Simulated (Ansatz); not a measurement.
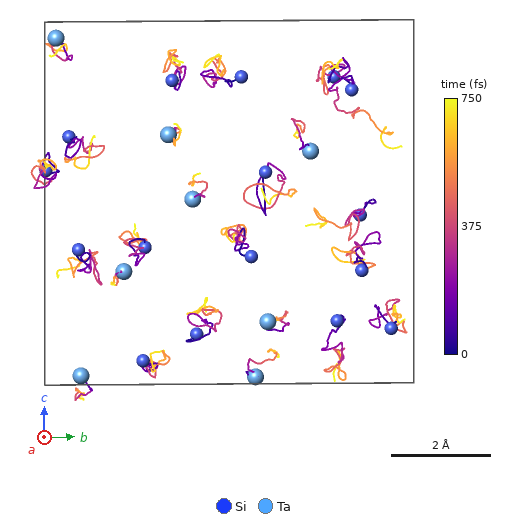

A Born-Oppenheimer molecular dynamics run of an amorphous cell of composition TaSi2 (24 atoms in the cell), 750 fs long. It starts from the last geometry of an earlier run, with fresh velocities. Lines trace each atom's path, coloured by time; spheres stand at the starting positions. Seen along the a axis in the simulation cell.

All numbers below come from Ansatz, DFT PBE, scalar-relativistic, plane waves, PAW. Run with plane-wave cutoff 420 eV; k-point mesh 1 × 1 × 1; Fermi-Dirac smearing 0.111 eV; set temperature 1290 K; time step 3 fs.

Question: How do the atoms move?

Answer: In the second half of the run the atoms are, in the root-mean-square, this far from where they began (common drift taken out): Si 0.72 Å, Ta 0.42 Å. Against the typical shortest distance between atoms in the first frame, about 2.4 Å these are large excursions, but over 750 fs one can't yet tell strong vibration from the start of diffusion. Bond changes: 2 Si–Si contacts open and close in turn; 16 Si–Si bonds break between 105 fs and 738 fs; 14 Si–Si bonds form between 201 fs and 660 fs. The mean temperature in the second half is 1319 K (standard deviation 174 K). The potential energy is still drifting at the end, so the run hasn't reached equilibrium. The potential energy in the second half lies on average 92.6 meV per atom below the first frame. The mean pressure there is −2.6 GPa.

Limits of the set-up: the periodic images lie only 7.2 Å apart, so the values are limited by the cell's size.
